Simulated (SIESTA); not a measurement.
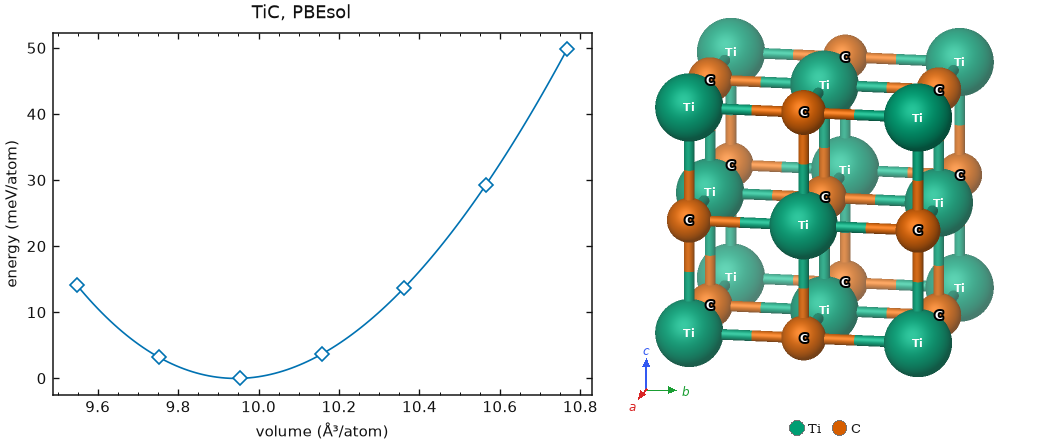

Plotted: energy against volume for TiC, space group Fm-3m (No. 225). The conventional cell is drawn beside the plot.

Cell as given: a = 3.063 Å, b = 3.063 Å, c = 3.063 Å, α = 60.00°, β = 60.00°, γ = 60.00°; 2 atoms.

Computed with SIESTA 5.4.2: DFT in numerical atomic orbitals with pseudopotentials, no spin polarisation; energies at scaled volumes of the given cell, shape and fractions fixed, counted from the fit's minimum, third-order Birch-Murnaghan fit. Level: PBEsol.

- k mesh: 11×11×11
- occupations: Fermi–Dirac
- smearing width: 0.05 eV
- potentials: PseudoDojo 0.4 standard, converted to PSML, two zetas on semicore shells
- program settings: basis DZP, mesh cutoff 800 Ry

This calculation gives: equilibrium volume 9.94 Å³/atom and bulk modulus 268 GPa.

Now Ti is replaced by W on all its sites, which gives WC in the same structure. The second calculation uses k mesh 10×10×10. Predict the effect.

The equilibrium volume rises from 9.94 to 10.53 Å³/atom (+5.9 %) and the bulk modulus rises from 268 to 366 GPa (+37 %).

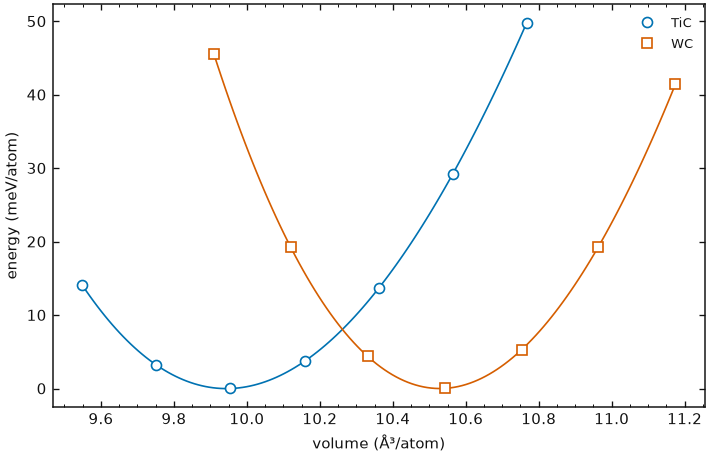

The two results together.

For TiC, limits of the calculation: mulliken charges of long orbitals.

For WC, limits of the calculation: mulliken charges of long orbitals; short basis over semicore shells.

V0 and the bulk modulus come from third-order Birch–Murnaghan fits.
